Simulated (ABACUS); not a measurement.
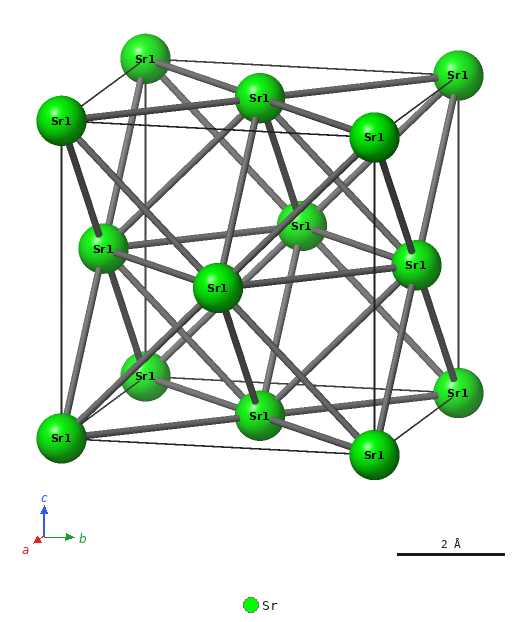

**Figure 1.** The structure as given in the input (ball-and-stick view of the cell 4 times as large as that of the calculation, set on its symmetry axes, seen slightly off an axis; atoms are numbered from 1 in the order of the input). An atom can appear more than once, as a periodic image.

Band-structure run of Sr

The run: band-structure run of Sr (Fm-3m, 1 atom in the cell). Method and program: Kohn-Sham DFT of a periodic cell, r2SCAN, SG15 ONCV 1.2 PBE, no spin polarisation (ABACUS 3.10.1).

The structure derives from an entry of the Crystallography Open Database. It belongs to a series of runs on one base structure; here: bands on the converged density.

## The input
```
INPUT_PARAMETERS
suffix              Sr
calculation         nscf
basis_type          pw
pseudo_dir          ./
symmetry            -1
dft_functional      MGGA_X_R2SCAN+MGGA_C_R2SCAN
ecutwfc             79.0
pseudo_rcut         7
nspin               1
nbands              15
ks_solver           dav
smearing_method     fd
smearing_sigma      0.00367493
scf_thr             1e-08
scf_nmax            100
mixing_type         broyden
mixing_beta         0.7
mixing_tau          1
init_chg            file
pw_diag_thr         1e-07
out_band            1
kpar                4
```

## File STRU
```
ATOMIC_SPECIES
Sr 87.6200 Sr_ONCV_PBE-1.2.upf

LATTICE_CONSTANT
1.8897261246

LATTICE_VECTORS
-3.0423500000 0.0000000000 3.0423500000
0.0000000000 3.0423500000 3.0423500000
-3.0423500000 3.0423500000 0.0000000000

ATOMIC_POSITIONS
Direct

Sr
0.0
1
0.0000000000 0.0000000000 0.0000000000 1 1 1
```

## File KPT
```
K_POINTS
12
Line
0.00000000 0.00000000 0.00000000 10 // G
0.50000000 0.00000000 0.50000000 10 // X
0.50000000 0.25000000 0.75000000 10 // W
0.37500000 0.37500000 0.75000000 10 // K
0.00000000 0.00000000 0.00000000 10 // G
0.50000000 0.50000000 0.50000000 10 // L
0.62500000 0.25000000 0.62500000 10 // U
0.50000000 0.25000000 0.75000000 10 // W
0.50000000 0.50000000 0.50000000 10 // L
0.37500000 0.37500000 0.75000000 1 // K
0.62500000 0.25000000 0.62500000 10 // U
0.50000000 0.00000000 0.50000000 1 // X
```

Launch command:
```bash
OMP_NUM_THREADS=1 mpirun -np 4 abacus > log
```

## What the program printed
```
ABACUS v3.10.1

               Atomic-orbital Based Ab-initio Computation at UStc

 ------------------------------------------------------------------------------------

 READING GENERAL INFORMATION
                           global_out_dir = OUT.Sr/
                           global_in_card = INPUT
                               pseudo_dir = ./
                              orbital_dir =
                                    DSIZE = 4
                                    GSIZE = 1

 READING UNITCELL INFORMATION
                                    ntype = 1
                  lattice constant (Bohr) = 1.88973
              lattice constant (Angstrom) = 1

 READING ATOM TYPE 1
                               atom label = Sr
                      L=0, number of zeta = 1
                      L=1, number of zeta = 1
                      L=2, number of zeta = 1
             number of atom for this type = 1

                        TOTAL ATOM NUMBER = 1
DIRECT COORDINATES
    atom                   x                   y                   z     mag                  vx                  vy                  vz
taud_Sr1            0.0000000000        0.0000000000        0.0000000000  0.0000        0.0000000000        0.0000000000        0.0000000000

                          Volume (Bohr^3) = 380.062
                             Volume (A^3) = 56.3193

 Lattice vectors: (Cartesian coordinate: in unit of a_0)
             -3.04235                  +0            +3.04235
                   +0            +3.04235            +3.04235
             -3.04235            +3.04235                  +0
 Reciprocal vectors: (Cartesian coordinate: in unit of 2 pi/a_0)
            -0.164347           -0.164347           +0.164347
            +0.164347           +0.164347           +0.164347
            -0.164347           +0.164347           -0.164347
 The esolver type has been set to : ksdft_pw

                PAO radial cut off (Bohr) = 7

 Read in pseudopotential file is Sr_ONCV_PBE-1.2.upf
                     pseudopotential type = NC
          exchange-correlation functional = PBE
                 nonlocal core correction = 0
                        valence electrons = 10
                                     lmax = 2
                           number of zeta = 0
                     number of projectors = 6
                           L of projector = 0
                           L of projector = 0
                           L of projector = 1
                           L of projector = 1
                           L of projector = 2
                           L of projector = 2
 XC functional updated to : MGGA_X_R2SCAN+MGGA_C_R2SCAN
          exchange-correlation functional = MGGA_X_R2SCAN+MGGA_C_R2SCAN
     initial pseudo atomic orbital number = 0

 SETUP THE ELECTRONS NUMBER
            electron number of element Sr = 10
      total electron number of element Sr = 10
            AUTOSET number of electrons:  = 10
                           occupied bands = 5
                                   NBANDS = 15
                                   NLOCAL = 9

%%%%%%%%%%%%%%%%%%%%%%%%%%%%%%%%%%%%%%%%%%%%%%%%%%%%%%%%%%%%%%%%%%%%%%%%%%%%%%%%%%%%%%%%%%%%%%%%%%%%%%%%%%
 Warning: the number of valence electrons in pseudopotential > 2 for Sr: [Kr] 5s2
 Pseudopotentials with additional electrons can yield (more) accurate outcomes, but may be less efficient.
 If you're confident that your chosen pseudopotential is appropriate, you can safely ignore this warning.
%%%%%%%%%%%%%%%%%%%%%%%%%%%%%%%%%%%%%%%%%%%%%%%%%%%%%%%%%%%%%%%%%%%%%%%%%%%%%%%%%%%%%%%%%%%%%%%%%%%%%%%%%%

 SETUP THE PLANE WAVE BASIS
 energy cutoff for charge/potential (unit:Ry) = 316
            fft grid for charge/potential = [ 45, 45, 45 ]
                        fft grid division = [ 1, 1, 1 ]
        big fft grid for charge/potential = [ 45, 45, 45 ]
                                     nbxx = 91125
                                     nrxx = 91125

 SETUP PLANE WAVES FOR CHARGE/POTENTIAL
                    number of plane waves = 35845
                         number of sticks = 1417

 PARALLEL PW FOR CHARGE/POTENTIAL
     PROC   COLUMNS(POT)             PW
        1           1417          35845
 --------------- sum -------------------
        1           1417          35845
                            number of |g| = 354
                                  max |g| = 28.5224
                                  min |g| = 0

----------- Double Check Mixing Parameters Begin ------------
mixing_type: broyden
mixing_beta: 0.7
mixing_gg0: 1
mixing_gg0_min: 0.1
mixing_ndim: 8
----------- Double Check Mixing Parameters End ------------

 SETUP K-POINTS
                                    nspin = 1
                                   nkstot = 102
K-POINTS DIRECT COORDINATES
 KPOINTS    DIRECT_X    DIRECT_Y    DIRECT_Z  WEIGHT
       1  0.00000000  0.00000000  0.00000000  1.0000
       2  0.05000000  0.00000000  0.05000000  1.0000
       3  0.10000000  0.00000000  0.10000000  1.0000
       4  0.15000000  0.00000000  0.15000000  1.0000
       5  0.20000000  0.00000000  0.20000000  1.0000
       6  0.25000000  0.00000000  0.25000000  1.0000
       7  0.30000000  0.00000000  0.30000000  1.0000
       8  0.35000000  0.00000000  0.35000000  1.0000
       9  0.40000000  0.00000000  0.40000000  1.0000
      10  0.45000000  0.00000000  0.45000000  1.0000
      11  0.50000000  0.00000000  0.50000000  1.0000
      12  0.50000000  0.02500000  0.52500000  1.0000
      13  0.50000000  0.05000000  0.55000000  1.0000
      14  0.50000000  0.07500000  0.57500000  1.0000
      15  0.50000000  0.10000000  0.60000000  1.0000
      16  0.50000000  0.12500000  0.62500000  1.0000
      17  0.50000000  0.15000000  0.65000000  1.0000
      18  0.50000000  0.17500000  0.67500000  1.0000
      19  0.50000000  0.20000000  0.70000000  1.0000
      20  0.50000000  0.22500000  0.72500000  1.0000
      21  0.50000000  0.25000000  0.75000000  1.0000
      22  0.48750000  0.26250000  0.75000000  1.0000
      23  0.47500000  0.27500000  0.75000000  1.0000
      24  0.46250000  0.28750000  0.75000000  1.0000
      25  0.45000000  0.30000000  0.75000000  1.0000
      26  0.43750000  0.31250000  0.75000000  1.0000
      27  0.42500000  0.32500000  0.75000000  1.0000
      28  0.41250000  0.33750000  0.75000000  1.0000
      29  0.40000000  0.35000000  0.75000000  1.0000
      30  0.38750000  0.36250000  0.75000000  1.0000
[... 72 further k points ...]

           k-point number in this process = 26
       minimum distributed K point number = 25

[... K-POINTS CARTESIAN COORDINATES: 26 rows ...]

[... K-POINTS DIRECT COORDINATES: 26 rows ...]

 SETUP PLANE WAVES FOR WAVE FUNCTIONS
     energy cutoff for wavefunc (unit:Ry) = 79
              fft grid for wave functions = [ 45, 45, 45 ]
                    number of plane waves = 5577
                         number of sticks = 421

 PARALLEL PW FOR WAVE FUNCTIONS
     PROC   COLUMNS(POT)             PW
        1            421           5577
 --------------- sum -------------------
        1            421           5577

 SETUP NONLOCAL PSEUDOPOTENTIALS IN PLANE WAVE BASIS
 Sr non-local projectors:
 projector 1 L=0
 projector 2 L=0
 projector 3 L=1
 projector 4 L=1
 projector 5 L=2
 projector 6 L=2
      TOTAL NUMBER OF NONLOCAL PROJECTORS = 18

 Init Non-Local PseudoPotential table :
 Init Non-Local-Pseudopotential done.

                                     npwx = 4573

 -------------------------------------------
 NONSELF-CONSISTENT
 -------------------------------------------
                                 init_chg = file
 try to read charge from file
 Read in the charge density: OUT.Sr//Sr-CHARGE-DENSITY.restart
 try to read kinetic energy density from file
 Read in the kinetic energy density: OUT.Sr//Sr-TAU-DENSITY.restart

 PW ALGORITHM --------------- ION=   1  ELEC=   1--------------------------------
 k(1/102) Iter steps (avg)=11 threshold=1e-07
 k(2/102) Iter steps (avg)=12 threshold=1e-07
 k(3/102) Iter steps (avg)=18 threshold=1e-07
 k(4/102) Iter steps (avg)=19 threshold=1e-07
 k(5/102) Iter steps (avg)=17 threshold=1e-07
 k(6/102) Iter steps (avg)=15 threshold=1e-07
 k(7/102) Iter steps (avg)=15 threshold=1e-07
 k(8/102) Iter steps (avg)=16 threshold=1e-07
 k(9/102) Iter steps (avg)=15 threshold=1e-07
 k(10/102) Iter steps (avg)=16 threshold=1e-07
 k(11/102) Iter steps (avg)=17 threshold=1e-07
 k(12/102) Iter steps (avg)=17 threshold=1e-07
 k(13/102) Iter steps (avg)=17 threshold=1e-07
 k(14/102) Iter steps (avg)=16 threshold=1e-07
 k(15/102) Iter steps (avg)=17 threshold=1e-07
 k(16/102) Iter steps (avg)=18 threshold=1e-07
 k(17/102) Iter steps (avg)=19 threshold=1e-07
 k(18/102) Iter steps (avg)=19 threshold=1e-07
 k(19/102) Iter steps (avg)=20 threshold=1e-07
 k(20/102) Iter steps (avg)=19 threshold=1e-07
 k(21/102) Iter steps (avg)=21 threshold=1e-07
 k(22/102) Iter steps (avg)=22 threshold=1e-07
 k(23/102) Iter steps (avg)=20 threshold=1e-07
 k(24/102) Iter steps (avg)=20 threshold=1e-07
 k(25/102) Iter steps (avg)=21 threshold=1e-07
 k(26/102) Iter steps (avg)=18 threshold=1e-07
[... levels at 26 k points of this process ...]

 Density error is 0.00000000000
                          Error Threshold = 1.00000000000e-07
----------------------------------------------------------
     Energy           Rydberg                 eV
----------------------------------------------------------
 E_KohnSham     -62.2593216963       -847.0815286853
 E_KS(sigma->0) -62.2581651257       -847.0657927337
 E_Harris       -62.2593216963       -847.0815286853
 E_band         -10.6643382595       -145.0957657290
 E_one_elec     -28.5227677940       -388.0721647292
 E_Hartree      14.7551519590        200.7541414981
 E_xc           -8.6155365760        -117.2203887617
 E_Ewald        -39.8738561439       -542.5116447893
 E_entropy(-TS) -0.0023131414        -0.0314719032
 E_descf        0.0000000000         0.0000000000
 E_exx          0.0000000000         0.0000000000
 E_Fermi        0.3605437237         4.9054490210
----------------------------------------------------------

 charge density convergence is achieved
 final etot is -847.08152869 eV
 EFERMI = 4.9054490210 eV

 STATE ENERGY(eV) AND OCCUPATIONS    NSPIN == 1
 1/26 kpoint (Cartesian) = 0.0000 0.0000 0.0000 (4573 pws)
       1       -33.3012      0.0196078
       2       -14.3137      0.0196078
       3       -14.3137      0.0196078
       4       -14.3137      0.0196078
       5        1.03704      0.0196078
       6        7.64590    3.08417e-26
       7        7.64590    3.08417e-26
       8        7.64590    3.08417e-26
       9        9.18833    1.23524e-39
      10        9.18833    1.23524e-39
      11        12.2807    1.70395e-66
      12        14.4918    1.06192e-85
      13        14.4918    1.06192e-85
      14        14.4918    1.06192e-85
      15        16.4236        0.00000

 2/26 kpoint (Cartesian) = -0.016435 0.0000 0.0000 (4545 pws)
       1       -33.3008      0.0196078
       2       -14.3184      0.0196078
       3       -14.3154      0.0196078
       4       -14.3154      0.0196078
       5        1.09294      0.0196078
       6        7.54936    2.12657e-25
       7        7.67042    1.88864e-26
       8        7.67042    1.88864e-26
       9        9.08005    1.07719e-38
      10        9.21016    7.98367e-40
      11        12.4408    6.93046e-68
      12        14.3047    4.48332e-84
      13        14.5217    5.83867e-86
      14        14.5217    5.83866e-86
      15        16.8555        0.00000

 3/26 kpoint (Cartesian) = -0.032869 0.0000 0.0000 (4525 pws)
       1       -33.2996      0.0196078
       2       -14.3320      0.0196078
       3       -14.3203      0.0196078
       4       -14.3203      0.0196078
       5        1.25868      0.0196078
       6        7.29746    3.27863e-23
       7        7.74498    4.25213e-27
       8        7.74498    4.25213e-27
       9        8.77510    4.79775e-36
      10        9.27447    2.20587e-40
      11        12.8807    1.04681e-71
      12        14.0456    7.98750e-82
      13        14.5848    1.65510e-86
      14        14.5848    1.65510e-86
      15        17.7673        0.00000

 4/26 kpoint (Cartesian) = -0.049304 0.0000 0.0000 (4520 pws)
       1       -33.2976      0.0196078
       2       -14.3529      0.0196078
       3       -14.3280      0.0196078
       4       -14.3280      0.0196078
       5        1.52827      0.0196078
       6        6.96475    2.54449e-20
       7        7.87227    3.33381e-28
       8        7.87227    3.33381e-28
       9        8.32991    3.53149e-32
      10        9.37772    2.79759e-41
      11        13.5171    3.10714e-77
      12        13.9426    6.25831e-81
      13        14.5895    1.50456e-86
      14        14.5895    1.50456e-86
      15        17.5978        0.00000

 5/26 kpoint (Cartesian) = -0.065739 0.0000 0.0000 (4536 pws)
       1       -33.2952      0.0196078
       2       -14.3788      0.0196078
       3       -14.3376      0.0196078
       4       -14.3376      0.0196078
       5        1.89131      0.0196078
       6        6.61307    2.88553e-17
       7        7.81818    9.83455e-28
       8        8.05607    8.44242e-30
       9        8.05607    8.44242e-30
      10        9.51365    1.84544e-42
      11        14.0135    1.51649e-81
      12        14.2714    8.72714e-84
      13        14.3895    8.21601e-85
      14        14.3895    8.21601e-85
      15        16.3653        0.00000

 6/26 kpoint (Cartesian) = -0.082173 0.0000 0.0000 (4552 pws)
       1       -33.2924      0.0196078
       2       -14.4069      0.0196078
       3       -14.3483      0.0196078
       4       -14.3483      0.0196078
       5        2.33201      0.0196078
       6        6.28117    2.20318e-14
       7        7.30521    2.80774e-23
       8        8.30038    6.37425e-32
       9        8.30038    6.37425e-32
      10        9.67289    7.63749e-44
      11        13.9185    1.01319e-80
      12        13.9185    1.01319e-80
      13        14.2183    2.52379e-83
      14        15.0767        0.00000
      15        15.1328        0.00000

[... levels at 20 further k points ...]

 --------------------------------------------
 !FINAL_ETOT_IS -847.0815286853475 eV
 --------------------------------------------

 Output bands in file: OUT.Sr/BANDS_1.dat
```

## Standard output
```
ABACUS v3.10.1

               Atomic-orbital Based Ab-initio Computation at UStc

 dft_functional readin is: MGGA_X_R2SCAN+MGGA_C_R2SCAN
 dft_functional in pseudopot file is: PBE
 Please make sure this is what you need

%%%%%%%%%%%%%%%%%%%%%%%%%%%%%%%%%%%%%%%%%%%%%%%%%%%%%%%%%%%%%%%%%%%%%%%%%%%%%%%%%%%%%%%%%%%%%%%%%%%%%%%%%
 Warning: the number of valence electrons in pseudopotential > 2 for Sr: [Kr] 5s2
 Pseudopotentials with additional electrons can yield (more) accurate outcomes, but may be less efficient.
 If you're confident that your chosen pseudopotential is appropriate, you can safely ignore this warning.
%%%%%%%%%%%%%%%%%%%%%%%%%%%%%%%%%%%%%%%%%%%%%%%%%%%%%%%%%%%%%%%%%%%%%%%%%%%%%%%%%%%%%%%%%%%%%%%%%%%%%%%%%

 UNIFORM GRID DIM        : 45 * 45 * 45
 UNIFORM GRID DIM(BIG)   : 45 * 45 * 45
func,idMGGA_X_R2SCAN 497
func,idMGGA_C_R2SCAN 498
 ---------------------------------------------------------
 ---------------------------------------------------------
 SPIN    KPOINTS         PROCESSORS  THREADS
 1       102             4           4
 ---------------------------------------------------------
 Use plane wave basis
 ---------------------------------------------------------
 ELEMENT NATOM       XC
 Sr      1
 ---------------------------------------------------------
 Initial plane wave basis and FFT box
 ---------------------------------------------------------
 -------------------------------------------
 NONSELF-CONSISTENT :
 -------------------------------------------
 START CHARGE      : file
 ITER       ETOT/eV          EDIFF/eV         DRHO         DKIN     TIME/s
 DA1     -8.47081529e+02   0.00000000e+00   0.0000e+00   0.0000e+00  15.83
```

## Key numbers

| quantity | value |
| --- | --- |
| outcome | converged |
| space group (tolerance 0.01 Å) | Fm-3m (225) |
| electrons treated | 10 |
| hardware | 4 threads of AMD EPYC (Zen 5), 32 GiB of memory available, shared host |
| wall time | 16 s (CPU time 65 s) |
| peak memory | 0.44 GiB |
